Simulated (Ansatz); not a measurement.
Consider V2O5.

```
V O
1.0
    11.03360    0.00000    0.36569
     0.00000    2.85716    0.00000
    -0.48755    0.00000    6.24431
V O
4 10
Direct
  0.14512 0.00000 0.38654
  0.64512 0.50000 0.38654
  0.35488 0.50000 0.61346
  0.85488 0.00000 0.61346
  0.00000 0.00000 0.50000
  0.50000 0.50000 0.50000
  0.12274 0.50000 0.21966
  0.62274 0.00000 0.21966
  0.37726 0.00000 0.78034
  0.87726 0.50000 0.78034
  0.31119 0.00000 0.39067
  0.81119 0.50000 0.39067
  0.18881 0.50000 0.60933
  0.68881 0.00000 0.60933
```

Space group C2/m; changed on purpose from its base cell (volume × 1.06, shape and atoms relaxed); computed without spin polarisation.

Computed with Ansatz 0.2.0, DFT PBEsol, scalar-relativistic, plane waves, PAW.

What can the converged valence pseudo-density and electron localisation function tell about the bonding?

V–O (1.83 Å): ρ is about 1 e/Å³ halfway; the ELF peaks at about 0.80 in the valence shell of O, 0.6 Å from its nucleus, and is about 0.30 at the midpoint (no localised pair shows between them).

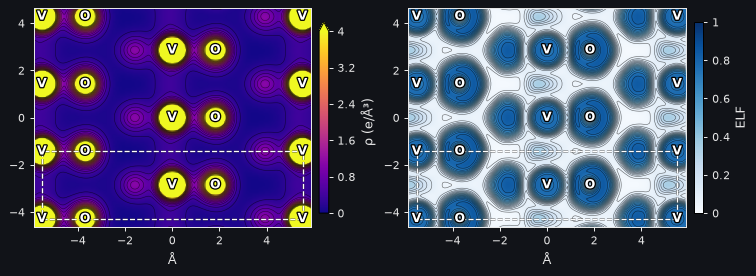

Computed valence pseudo-density and electron localisation function on the (001) plane of the conventional cell, in this order. Atoms just off the plane (O, 0.7 Å away) can leave unmarked features too.

Core electrons are frozen (PAW), and the valence fields are smoothed inside the atomic spheres.
